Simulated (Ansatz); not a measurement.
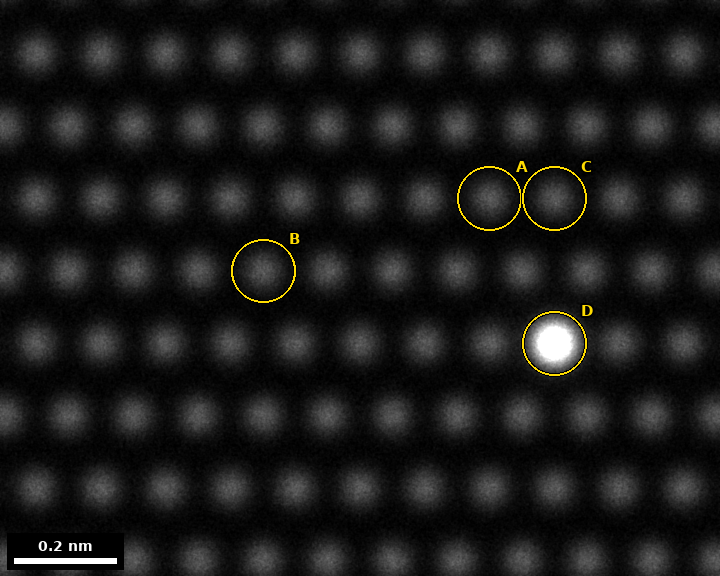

HAADF-like image of Co (Im-3m, No. 229) along [210]. Simulated incoherent Z contrast: every atom adds Z^1.7 spread by a probe of 0.62 Å full width; channelling and multiple scattering are left out. The probe carries 15 % of its weight in a tail 2.5 times as wide. Shot noise was added.

The sample is 1 repeat (6.3 Å) thick. One point defect was put into the perfect crystal, without relaxing the atoms around it. Brightness is counted from the darkest point of the image. Host structure: the geometry given to an electronic-structure calculation, possibly off equilibrium; the starting structure was generated, so it need not be a known form of this composition.

Question: Which ringed column holds the defect, and does it scatter more or less than its equals?

Answer: D; it scatters more. The column holds 1 atom (Co) through the sample, and one Co atom is replaced by Ir, so its peak rises to about 615 % of that of its equals.
